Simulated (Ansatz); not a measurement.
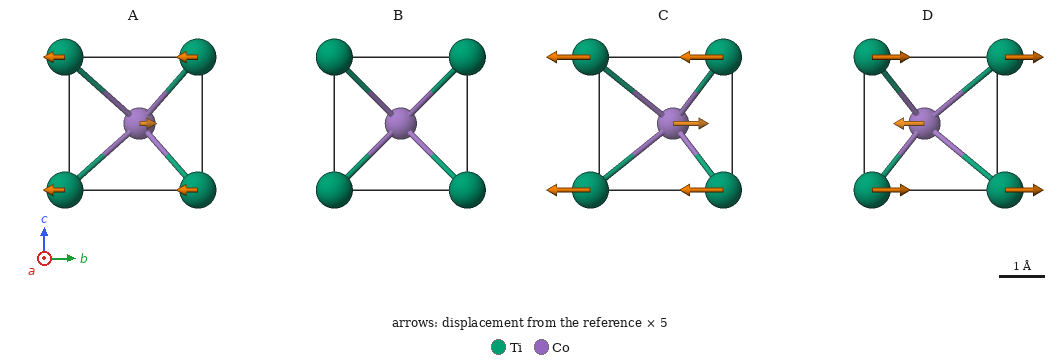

A scan of a crystal of TiCo (Pm-3m): a normal mode at the zone centre (one arbitrary combination within a set of 3 degenerate modes) is frozen in with the cell fixed, the amplitude being the largest displacement of an atom. A ball-and-stick model of the cell of the calculation, seen along the a axis. Orange arrows: displacements from the reference.

All numbers below come from DFT PBE, scalar-relativistic, plane waves, PAW (Ansatz 0.2.0). (plane-wave cutoff 420 eV; k-point mesh 20 × 20 × 20; occupations gaussian; smearing width 0.15 eV; collinear spin). Energies (free energies at the smearing named) are counted from the relaxed crystal.

> Order these geometries by energy, lowest first.

Lowest first: B (the amplitude 0.00 Å, 0.0 meV/cell), A (the amplitude −0.10 Å, 80.9 meV/cell), D (the amplitude 0.175 Å, 230.2 meV/cell), C (the amplitude −0.20 Å, 289.8 meV/cell). Over the whole scan: the harmonic wavenumber of the mode is 227 cm⁻¹, a stable vibration. Of the computed points the lowest is at the amplitude 0.00 Å, 0.0 meV/cell. The end points stand at 289.8 meV/cell (−0.20 Å) and 289.8 meV/cell (0.20 Å). The well is symmetric. At the highest point the shortest interatomic distance is 2.40 Å, against 2.59 Å in the reference.
